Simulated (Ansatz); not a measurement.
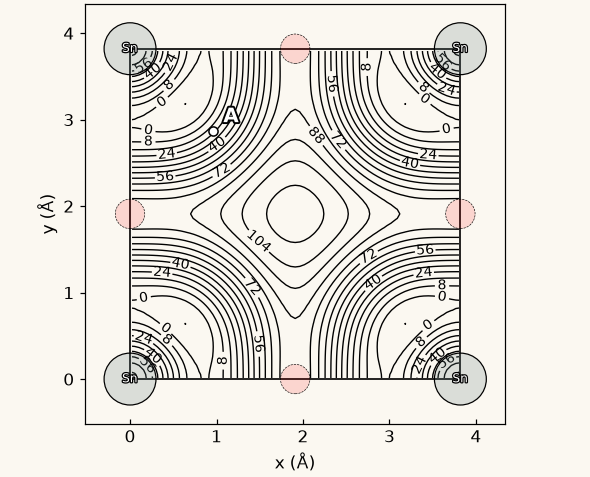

H on a two-dimensional sheet of SnO (4 atoms of substrate and one adsorbate in a 1 × 1 cell). H is moved over the surface cell at a fixed height above a rigid substrate; the origin of the map has the adsorbate above Sn4; the height is held at 2.20 Å. Places are given modulo a cell vector. The map is drawn in real space over the plane of the surface. The grid has 8 × 8 points; 15 points were computed and 49 follow by symmetry. All energies are given in meV relative to the lowest grid point. With one adsorbate in each 1 × 1 cell, its nearest image is 3.8 Å away, so neighbouring adsorbates interact. At a fixed height the lowest place need not be the adsorption site. Method: Ansatz, DFT PBE+D3(BJ), scalar-relativistic, plane waves, PAW. Settings: cutoff 420 eV, k-mesh 7×7×1, gaussian smearing 0.05 eV, spin-polarised.

Drawn: contour lines labelled in meV, labelled circles for the atoms of the top layer and small ones for the second layer, the outline of one cell of the plane, the point A. Between grid points the surface is interpolated.

### Which way does the force act at A, and how strong is it?

A, at (2/8, 6/8) of the cell vectors, is not a stationary point. The computed force is 0.11 eV/Å in the plane, pointing up and left in the picture (components −0.08 and 0.08 eV/Å).

PAW datasets: the set soft_1.
